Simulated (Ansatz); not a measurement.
# Bi3O4Cl (C2/c): band gap by G0W0 on LDA, part 2 of 2

Wanted: the gap of Bi3O4Cl (C2/c) with a many-body correction, and the time that it takes.

Ansatz 0.2.0; LDA, then G0W0 on it, plane waves, PAW. Known limits of the many-body steps: finite bands, screening cutoff and k mesh; no spin-orbit coupling in G0W0.

So far. Step 2 (The LDA band structure): Over mesh and path the gap is 2.476 eV, from k = (-0.500, 0.000, 0.000) to k = (-0.500, -0.500, 0.000). The least direct gap found is 2.513 eV, at k = (-0.500, -0.500, 0.000).

### 3. The quasiparticle correction

G0W0 replaces the xc potential by a self-energy built once from the orbitals of the start. Levels are corrected in the window of bands that the input names, at points of the mesh.

This step: G0W0 on LDA, plane waves, PAW.

The input, input.yaml:

```yaml
crystal:
  lattice:
    - [9.6406818171, -2.8238, 0.0]
    - [9.6406818171, 2.8238, 0.0]
    - [-1.5365156966, 0.0, 5.484222887]
  atoms:
    - { symbol: Bi, position: [0.2925, 0.7075, 0.75] }
    - { symbol: Bi, position: [0.7075, 0.2925, 0.25] }
    - { symbol: Bi, position: [0.93879, 0.35443, 0.9332] }
    - { symbol: Bi, position: [0.64557, 0.06121, 0.5668] }
    - { symbol: Bi, position: [0.06121, 0.64557, 0.0668] }
    - { symbol: Bi, position: [0.35443, 0.93879, 0.4332] }
    - { symbol: Cl, position: [0.0, 0.5, 0.5] }
    - { symbol: Cl, position: [0.5, 0.0, 0.0] }
    - { symbol: O, position: [0.055, 0.1312, 0.6074] }
    - { symbol: O, position: [0.8688, 0.945, 0.8926] }
    - { symbol: O, position: [0.945, 0.8688, 0.3926] }
    - { symbol: O, position: [0.1312, 0.055, 0.1074] }
    - { symbol: O, position: [0.4988, 0.6314, 0.4794] }
    - { symbol: O, position: [0.3686, 0.5012, 0.0206] }
    - { symbol: O, position: [0.5012, 0.3686, 0.5206] }
    - { symbol: O, position: [0.6314, 0.4988, 0.9794] }
kpoints:
  mp_grid: { grid: [4, 4, 4] }
hamiltonian:
  xc: lda
  pseudopotentials: { kind: paw, source: ansatz }
scf:
  occupations: { method: fixed }
gw:
  n_empty_bands: 678
  ecut_chi: 100.0
  qp_bands: [v4, c4]
  qp_kpoints: band_edges
  screening: { model: contour_deformation }
```

The run is started by

```sh
> ansatz run input.yaml --threads 16 --pin off --max-ram 82944MiB --backend cuda --events-out ev --progress --plain --runs-dir out --devices 1 --max-vram 78GiB
```

Numbers of over 12 decimals in the logs are rounded to 6 here.

What it wrote:

```text
GPUs: using 1 of 1 available (devices: 1).
[...]
concurrent solve slots: 12 of 16 are kept, ahead of what memory takes: no pass of the eigensolver takes more rounds on 12
[...]
Crystal: 16 atoms, lattice volume = 298.598 Å³
Basis set: ecut = 930 eV, 19203 PW (Γ)
Bands: 120, of which v1, the nominal top of the filled ones, is band 100 counted from 1 (99 counted from 0)
Symmetry: 4 space group operations
[...]
k-points: 24 of 64
[...]
SCF iter   1: F=—  HF=-101092.459642 eV  |F-HF|=—  |Δ(HF+E_count)|=         —  Δρ=5.56e-2  dr2=8.05e0  ethr=3.10e-3  ⟨swp⟩=5.0  Hψ=8596  notcnv=0  defer=412
[...]
SCF iter   6: F=—  HF=-101089.502244 eV  |F-HF|=—  |Δ(HF+E_count)|=   1.17e-3  Δρ=3.59e-4  dr2=3.34e-4  ethr=3.89e-6  ⟨swp⟩=2.0  Hψ=3421  notcnv=0  defer=432
[...]
SCF iter   8: F=—  HF=-101089.502367 eV  |F-HF|=—  |Δ(HF+E_count)|=   7.27e-6  Δρ=3.30e-5  dr2=3.51e-6  ethr=2.18e-8  ⟨swp⟩=2.0  Hψ=3531  notcnv=0  defer=328
[...]
SCF iter  10: F=-101089.502368 eV  HF=-101089.502368 eV  |F-HF|=1.26e-8  |Δ(HF+E_count)|=   5.99e-7  Δρ=5.52e-6  dr2=9.59e-8  ethr=5.00e-11  ⟨swp⟩=10.1  Hψ=13342  notcnv=0
SCF 1 converged in 10 iterations: F = -101089.502368 eV  dr2 = 9.59e-8
[...]
SCF converged after 10 iterations
[...]
16   104     12.3836   -10.8094    -3.6001   -15.3344  0.7918    13.3199    13.3085  root
    17    97      7.5096   -24.6274     4.4082   -19.9557  0.7287     7.2449     7.2461  root
    17    98      7.8299   -22.9482     3.2753   -19.3979  0.7481     7.5538     7.5549  root
    17    99      7.9233   -23.7497     3.5114   -20.0660  0.7464     7.7506     7.7510  root
    17   100      8.2424   -24.1023     3.4150   -20.5851  0.7471     8.1400     8.1402  root
    17   101     11.6607    -9.9070    -3.5983   -14.3572  0.8060    12.5208    12.5125  root
    17   102     11.9281   -10.9391    -3.4471   -15.2724  0.7951    12.8237    12.8144  root
    17   103     12.0281   -10.6852    -3.5499   -15.1449  0.7960    12.9482    12.9379  root
    17   104     12.1016   -10.6825    -3.5831   -15.1611  0.7945    13.0072    12.9970  root
    18    97      7.5452   -24.3753     4.1651   -19.9747  0.7334     7.3086     7.3096  root
    18    98      7.5600   -22.5140     3.4040   -18.7326  0.7454     7.1802     7.1826  root
    18    99      7.6860   -24.1351     3.7462   -20.1872  0.7416     7.4836     7.4843  root
    18   100      8.3857   -24.0067     3.2595   -20.6737  0.7496     8.3121     8.3122  root
    18   101     11.4856    -9.6279    -3.5109   -13.9526  0.8067    12.3067    12.2994  root
    18   102     11.8896   -10.3305    -3.5427   -14.7539  0.7989    12.7796    12.7703  root
    18   103     12.2369   -10.6655    -3.6314   -15.2404  0.7918    13.1922    13.1804  root
    18   104     12.3124   -10.1827    -3.6729   -14.7762  0.7936    13.2444    13.2330  root
    19    97      7.5972   -23.3189     3.5605   -19.4689  0.7438     7.3063     7.3076  root
    19    98      7.7429   -22.6972     3.1663   -19.2279  0.7507     7.4384     7.4398  root
    19    99      7.8553   -23.9334     3.7077   -20.0191  0.7426     7.6481     7.6488  root
    19   100      8.3435   -24.3216     3.4675   -20.7694  0.7463     8.2587     8.2588  root
    19   101     11.5719   -10.3145    -3.3793   -14.5269  0.8004    12.4126    12.4050  root
    19   102     11.6995   -10.5763    -3.3969   -14.8387  0.7954    12.5737    12.5650  root
    19   103     12.0504   -10.5881    -3.5652   -15.0550  0.7982    12.9620    12.9521  root
    19   104     12.2403   -10.9040    -3.6020   -15.4429  0.7930    13.1886    13.1772  root
    20    97      7.8222   -22.7391     3.0671   -19.3881  0.7528     7.5371     7.5383  root
    20    98      7.8222   -22.7391     3.0671   -19.3881  0.7528     7.5371     7.5383  root
    20    99      8.1978   -24.3465     3.6558   -20.5500  0.7436     8.0569     8.0572  root
    20   100      8.1978   -24.3465     3.6558   -20.5500  0.7436     8.0569     8.0572  root
    20   101     11.3919   -10.6218    -3.1855   -14.6385  0.7956    12.2305    12.2231  root
    20   102     11.3919   -10.6218    -3.1855   -14.6385  0.7956    12.2305    12.2231  root
    20   103     12.4496   -11.2464    -3.6196   -15.8026  0.7930    13.3979    13.3862  root
    20   104     12.4496   -11.2464    -3.6196   -15.8026  0.7930    13.3979    13.3862  root
    21    97      7.6469   -25.6886     4.9628   -20.4815  0.7196     7.4015     7.4026  root
    21    98      7.6769   -25.2366     4.6090   -20.3986  0.7259     7.4470     7.4480  root
    21    99      7.9575   -23.5119     3.4514   -19.8974  0.7481     7.7940     7.7944  root
    21   100      8.3478   -23.3224     2.9023   -20.3203  0.7559     8.2479     8.2481  root
    21   101     10.8651   -10.3085    -3.4212   -14.5547  0.8145    11.6964    11.6901  root
    21   102     11.6589   -10.2360    -3.4313   -14.5536  0.7968    12.5543    12.5451  root
    21   103     11.8357   -10.2314    -3.4577   -14.5842  0.7973    12.7404    12.7308  root
[...]
22   101     11.6123   -10.2488    -3.4898   -14.5868  0.8023    12.4687    12.4606  root
    22   102     11.6921   -11.1325    -3.3867   -15.3966  0.8008    12.5779    12.5695  root
    22   103     11.8049   -10.0531    -3.5755   -14.5169  0.8039    12.7023    12.6932  root
    22   104     12.2363   -10.6120    -3.6535   -15.1877  0.7911    13.1698    13.1584  root
    23    97      7.7628   -23.2008     3.5541   -19.3370  0.7431     7.4515     7.4530  root
    23    98      7.7628   -23.2008     3.5541   -19.3370  0.7431     7.4515     7.4530  root
    23    99      8.0144   -23.8173     3.3781   -20.3089  0.7482     7.8838     7.8841  root
    23   100      8.0144   -23.8173     3.3781   -20.3089  0.7482     7.8838     7.8841  root
    23   101     11.8439    -9.8948    -3.5208   -14.2700  0.7993    12.7070    12.6983  root
    23   102     11.8439    -9.8948    -3.5208   -14.2700  0.7993    12.7070    12.6983  root
    23   103     12.2488   -10.6760    -3.6876   -15.3046  0.7934    13.2017    13.1898  root
    23   104     12.2488   -10.6760    -3.6876   -15.3046  0.7934    13.2017    13.1898  root
```

Wall time 5.9 min (1 × NVIDIA GB200 (shared by 2 runs) with 16 threads of Arm Neoverse V2, shared host); peak memory 10 GiB.

Numbers from this step:

```yaml
bands_summed: 778
rpa_eps_infinity_on_this_mesh_eigenvalues: 5.342, 5.367, 5.547
plane_waves_in_the_screening_matrix: 693
q_points_in_the_mesh: 64
g0w0_gap_over_the_corrected_points: 3.377 eV
k_of_the_valence_top: 0, -0.5, 0
k_of_the_conduction_bottom: -0.5, -0.5, 0
starting_gap_on_the_mesh: 2.479 eV
z_at_the_valence_top: 0.7496
z_at_the_conduction_bottom: 0.8145
least_direct_g0w0_gap_over_the_corrected_points: 3.442 eV
```

Over all 24 irreducible mesh points the G0W0 gap is 3.377 eV, from k = (0.000, -0.500, 0.000) to k = (-0.500, -0.500, 0.000). The LDA gap of this run on the mesh is 2.479 eV. The two states that bound the G0W0 gap lie that far apart at the start, so the correction of the gap is 3.377 − 2.479 = +0.898 eV. The start of this run differs from the step before in files (soft_2 PAW and hard PAW) and plane-wave cutoff (420 eV and 930 eV).

Labels follow the order of the start: v1 is the top filled band, c1 the lowest empty one; levels that stay degenerate share a row, the window can cut a multiplet, doubted levels are not marked in this list, bands outside the window were not corrected, and the list may be a part of the corrected levels. The levels before and after the correction (eV, zero at the valence-band top of each column):

|  | conduction bottom | valence top |
| --- | --- | --- |
| Kohn-Sham | 2.48 | 0.00 |
| G0W0 | 3.38 | 0.00 |

|  | level | occupation | energy (eV) |
| --- | --- | --- | --- |
| Kohn-Sham | (0 -0.5 0) v3 | 2 | -0.810 |
| Kohn-Sham | (0 -0.5 0) v2 | 2 | -0.699 |
| Kohn-Sham | (0 -0.5 0) v1 | 2 | 0.000 |
| Kohn-Sham | (0 -0.5 0) c1 | 0 | 3.086 |
| Kohn-Sham | (0 -0.5 0) c2 | 0 | 3.572 |
| Kohn-Sham | (0 -0.5 0) c3 | 0 | 3.787 |
| Kohn-Sham | (-0.5 -0.5 0) v3 | 2 | -0.709 |
| Kohn-Sham | (-0.5 -0.5 0) v2 | 2 | -0.429 |
| Kohn-Sham | (-0.5 -0.5 0) v1 | 2 | -0.038 |
| Kohn-Sham | (-0.5 -0.5 0) c1 | 0 | 2.479 |
| Kohn-Sham | (-0.5 -0.5 0) c2 | 0 | 3.273 |
| Kohn-Sham | (-0.5 -0.5 0) c3 | 0 | 3.450 |
| G0W0 | (0 -0.5 0) v3 | 2 | -1.113 |
| G0W0 | (0 -0.5 0) v2 | 2 | -0.823 |
| G0W0 | (0 -0.5 0) v1 | 2 | 0.000 |
| G0W0 | (0 -0.5 0) c1 | 0 | 3.978 |
| G0W0 | (0 -0.5 0) c2 | 0 | 4.527 |
| G0W0 | (0 -0.5 0) c3 | 0 | 4.785 |
| G0W0 | (-0.5 -0.5 0) v3 | 2 | -0.866 |
| G0W0 | (-0.5 -0.5 0) v2 | 2 | -0.519 |
| G0W0 | (-0.5 -0.5 0) v1 | 2 | -0.065 |
| G0W0 | (-0.5 -0.5 0) c1 | 0 | 3.377 |
| G0W0 | (-0.5 -0.5 0) c2 | 0 | 4.232 |
| G0W0 | (-0.5 -0.5 0) c3 | 0 | 4.417 |

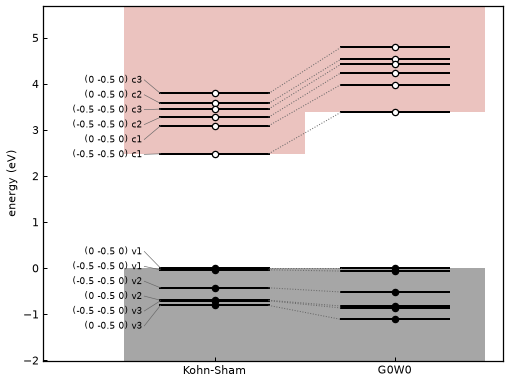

Levels before and after the correction. Shaded: valence and conduction bands. Filled marks are occupied levels, open marks empty ones.

The parts of the quasiparticle energy for the two states that bound the G0W0 gap, in eV on the run's own scale (QP = start + Σx + Σc − Vxc, with Σc at the quasiparticle energy):

| edge | k | band | start | Σx | Σc | Vxc | Z | QP |
| --- | --- | --- | --- | --- | --- | --- | --- | --- |
| valence top | (0.000, -0.500, 0.000) | 100 | 8.386 | −24.017 | 3.262 | −20.683 | 0.750 | 8.314 |
| conduction bottom | (-0.500, -0.500, 0.000) | 101 | 10.865 | −10.309 | −3.421 | −14.555 | 0.815 | 11.690 |

### 4. The runs together

Each gap is the least one over the points named; times are wall times on shared hosts, not benchmarks. A G0W0 time includes the run's own self-consistent start. Symmetry makes (-0.500, 0.000, 0.000) and (0.000, -0.500, 0.000) one point.

| level | mesh | files, cutoff | bands summed, screening | points | gap (eV) | valence top | conduction bottom | least direct gap (eV) | time |
| --- | --- | --- | --- | --- | --- | --- | --- | --- | --- |
| LDA | 4×4×4 | soft_2 PAW, 420 eV | - | mesh and path | 2.476 | (-0.500, 0.000, 0.000) | (-0.500, -0.500, 0.000) | 2.513 | 1.9 s |
| G0W0@LDA | 4×4×4 | hard PAW, 930 eV | 778, 100 eV | all 24 irreducible mesh points | 3.377 | (0.000, -0.500, 0.000) | (-0.500, -0.500, 0.000) | 3.442 | 5.9 min |

### 5. Summary of results

```json
{"LDA gap over mesh and path": "2.476 eV, from k = (-0.500, 0.000, 0.000) to k = (-0.500, -0.500, 0.000)", "G0W0@LDA gap over all 24 irreducible mesh points": "3.377 eV, from k = (0.000, -0.500, 0.000) to k = (-0.500, -0.500, 0.000)", "GW settings": "4×4×4 mesh, 678 empty bands, screening to 100 eV, hard PAW files", "known limits": "finite bands, screening cutoff and k mesh; no spin-orbit coupling in G0W0"}
```

Over all 24 irreducible mesh points the G0W0 gap is 3.377 eV, from k = (0.000, -0.500, 0.000) to k = (-0.500, -0.500, 0.000). The LDA gap of this run on the mesh is 2.479 eV. The two states that bound the G0W0 gap lie that far apart at the start, so the correction of the gap is 3.377 − 2.479 = +0.898 eV. The valence state moves by 8.314 − 8.386 = −0.072 eV and the conduction state by 11.690 − 10.865 = +0.825 eV, on the run's own scale; how far single levels stand from their limit in bands is not shown. Both edges that LDA shows over mesh and path lie at k points where levels were corrected. Levels at other points were not corrected, so a lower G0W0 gap elsewhere in the zone is not ruled out. No second run with other bands and screening cutoff is shown, so the distance to the basis limit is not known. The G0W0 runs are scalar-relativistic; no run with spin-orbit coupling is shown, so its effect in this cell, which holds Bi, is not known. No pair of G0W0 runs that differ in the mesh alone is shown (4×4×4 is a supercell whose nearest images lie 23 Å apart), so the error from the mesh is not known here. G0W0 is shown with one set of atomic data (hard PAW), so the error from the files is not known here.

[Paths, hosts, dates, memory and timing lines, banners, echoed tables and standing remarks are left out of the program output.]

[Logs are printed without paths, hosts, clocks, repeated set-up lines and the standing remarks that a program may print on its own settings, such as how far it seeks lower states.]

[Runs of the session that timed out or met a known fault of the program may be left out.]

[Cells called generated may have been cut or substituted from an entry of the Crystallography Open Database or the Materials Project.]

[Hosts, paths, dates, database ids (printed as entryN), source tags and the programs' standing remarks are cut or masked in the printed files.]

[Where an RPA ε∞ is given, it is that of the G0W0 mesh and is not shown converged in it. Names of k-points follow the symmetry that the program found, which can be lower than the space group named. Band edges on a path are those of the sampled points; other points can move an edge, and change direct to indirect where valleys lie close.]

[Hybrid gaps are those of their k-mesh and are not shown converged in it.]
